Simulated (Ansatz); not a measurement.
Consider TiC.

```yaml
crystal:
  lattice:
    - [0.00000, -4.29337, 0.00000]
    - [0.00000, 0.00000, -4.29337]
    - [4.29337, 0.00000, 0.00000]
  atoms:
    - { symbol: Ti, position: [0.00000, 0.00000, 0.98446] }
    - { symbol: Ti, position: [0.50000, 0.00000, 0.50000] }
    - { symbol: Ti, position: [0.00000, 0.50000, 0.50000] }
    - { symbol: Ti, position: [0.50000, 0.50000, 0.00000] }
    - { symbol: C, position: [0.00000, 0.00000, 0.50000] }
    - { symbol: C, position: [0.50000, 0.00000, 0.00000] }
    - { symbol: C, position: [0.00000, 0.50000, 0.00000] }
    - { symbol: C, position: [0.50000, 0.50000, 0.50000] }
```

Space group P4mm; changed on purpose from its base cell (atom 1 (Ti) moved -0.067 A along Cartesian [1 0 0]); not relaxed (largest force 1.1 eV/Å); computed without spin polarisation.

Computed with DFT PBEsol, scalar-relativistic, plane waves, PAW (Ansatz 0.2.0).

**Predict the valence pseudo-density and electron localisation function between the atoms.**

Ti–C (2.15 Å): ρ at the midpoint is about 0.53 e/Å³; the ELF peaks at about 0.80 in the valence shell of C, 0.7 Å from its nucleus, and is about 0.25 at the midpoint.

**Does the calculation make it a metal, or give it a gap?**

It is metallic or semimetallic at this level of theory: no gap opens.

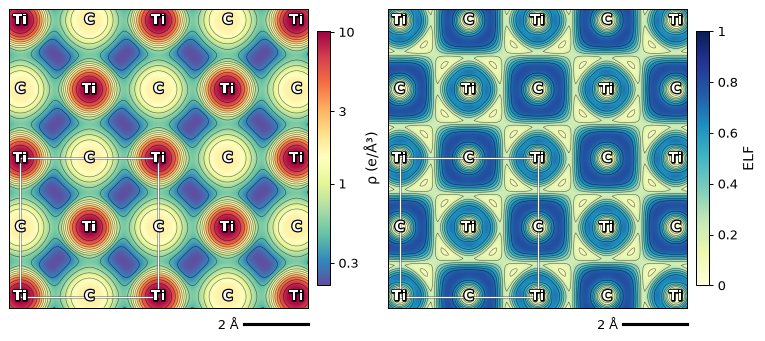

Computed valence pseudo-density and electron localisation function on the (010) plane of the conventional cell, in this order. 
